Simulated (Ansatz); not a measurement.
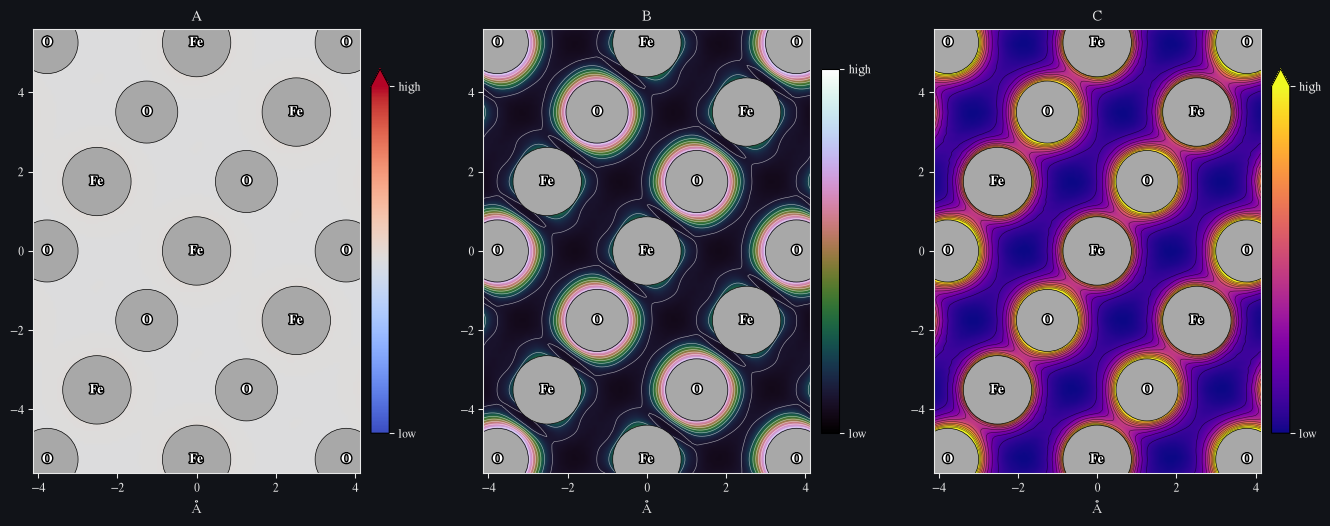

FeO: 3 fields on the (110) plane of the conventional cell, with unlabelled colour scales. Grey discs cover the atomic cores.

Space group R-3m; computed pressure about −18 GPa in this cell; spin-polarised.

The calculation used Kohn-Sham DFT of a periodic cell, PBE, Ansatz PAW (Ansatz 0.2.0).

Q: The panels show electron localisation function, spin density and valence pseudo-density in some order. Assign them.

A: Panel A: spin density (confined to the magnetic sites and close to zero elsewhere). Panel B: electron localisation function. Panel C: valence pseudo-density. From the grid: Fe–O (2.16 Å): ρ at the midpoint is about 0.39 e/Å³; the ELF peaks at about 0.80 in the valence shell of O, 0.6 Å from its nucleus, and is about 0.15 at the midpoint: no shared electron pair shows on this line.
